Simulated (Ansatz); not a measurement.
Consider Ti16Si (cell with a defect).

```
Si Ti
1.0
     2.28977   -3.96599    5.66435
     2.28977    3.96599    5.66435
    -4.57954    0.00000    5.66435
Si Ti
1 16
Direct
  0.50678 0.50678 0.50678
  0.66736 0.66736 0.66736
  0.83239 0.83239 0.83239
  0.00074 0.00074 0.00074
  0.16621 0.16621 0.16621
  0.75133 0.41657 0.08396
  0.90758 0.58543 0.25172
  0.08396 0.75133 0.41657
  0.25172 0.90758 0.58543
  0.41657 0.08396 0.75133
  0.58543 0.25172 0.90758
  0.08396 0.41657 0.75133
  0.25172 0.58543 0.90758
  0.41657 0.75133 0.08396
  0.58543 0.90758 0.25172
  0.75133 0.08396 0.41657
  0.90758 0.25172 0.58543
```

Computed without spin polarisation.

Level of theory: Ansatz, DFT PBE, scalar-relativistic, plane waves, PAW.

Q: Predict the valence pseudo-density and electron localisation function between the atoms.

A: Ti–Si (2.73 Å): ρ at the midpoint is about 0.25 e/Å³; the ELF peaks at about 0.70 in the valence shell of Si, 1.0 Å from its nucleus, and is about 0.35 at the midpoint.
Ti–Ti (2.81 Å): ρ at the midpoint is about 0.19 e/Å³; the ELF is about 0.15 at the midpoint: no localised pair shows between them.
Ti–Ti (2.86 Å): ρ at the midpoint is about 0.19 e/Å³; the ELF is about 0.20 at the midpoint (no localised pair shows between them).
The ELF has a maximum of about 0.85 in the space between the atoms, 2.0 Å from five Ti atoms, on no atom or two-centre bond.

Q: Does the calculation give a band gap?

A: It is gapless in this calculation (a metal or semimetal).

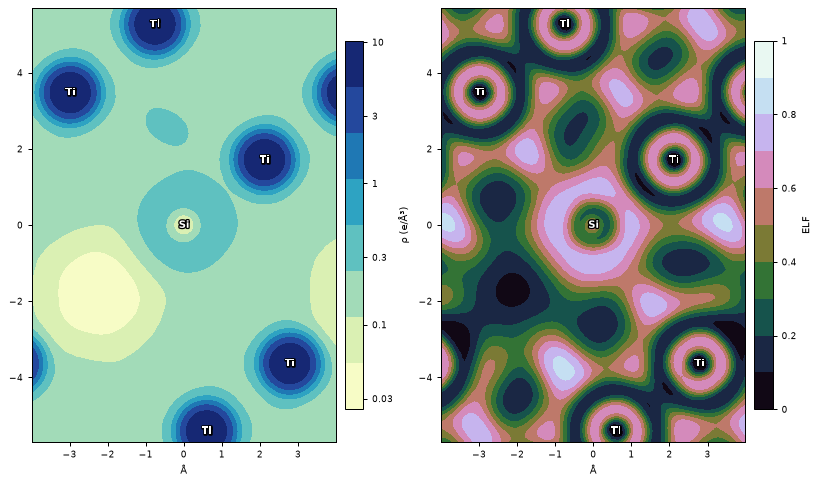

Computed valence pseudo-density and electron localisation function on the (011̄) plane of the calculation cell, in this order. 

Core electrons are frozen (PAW), and the valence fields are smoothed inside the atomic spheres.
